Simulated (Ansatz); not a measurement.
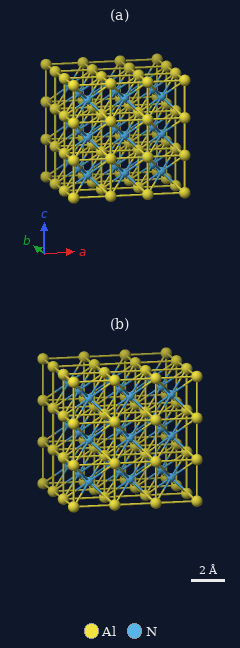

The structure of solid AlN (built on the CsCl type) before (top) and after (bottom) a relaxation, at one scale.

A ball-and-stick model of the cell of the calculation, repeated 3 × 3 × 3 with one cell outlined, seen slightly off an axis.

All numbers below come from Ansatz 0.2.0, DFT, PBEsol, plane waves, PAW.

Input file:
```yaml
crystal:
  lattice:
    - [2.3373090341, 0.0, 0.0]
    - [0.0, 2.3373090341, 0.0]
    - [0.0, 0.0, 2.3373090341]
  atoms:
    - { symbol: Al, position: [0.0, 0.0, 0.0] }
    - { symbol: "N", position: [0.5, 0.5, 0.5] }
kpoints:
  mp_grid: { grid: [8, 8, 8] }
hamiltonian:
  xc: pbesol
scf:
  occupations: { method: fermi_dirac, width: 0.03 }
relax:
  f_tol: 0.01
  cell: {}
  max_steps: 120
```

Run as
```bash
ansatz run input.yaml --threads 2 --pin off --max-ram 29491MiB --backend cpu --events-out ev --progress --plain --runs-dir out
```

Summarise the run.

Answer. After 6 accepted moves (8 points after the start) the energy has fallen by 671 meV per atom. All forces vanish by symmetry, so only the cell relaxes. Pressure: 119.75 GPa at the start and 0.04 GPa at the end. At 2 points the geometry stayed and the basis and grid were re-selected for the new cell (energy shift of 35.5 meV per atom at most each time). The atoms keep their places relative to the cell (all moves are under 0.005 Å). The volume changes by +36.5 %, with a = b = c 2.337 → 2.593 Å (+10.9 %). Some distances before and after: Al1–Al1 2.337 → 2.593 Å, Al1–N2 2.024 → 2.246 Å. The space group stays Pm-3m (No. 221). Cost: 3.1 s on 2 threads of AMD EPYC 7R13 Processor (Zen 3), on a shared host, peak memory 0.39 GiB.
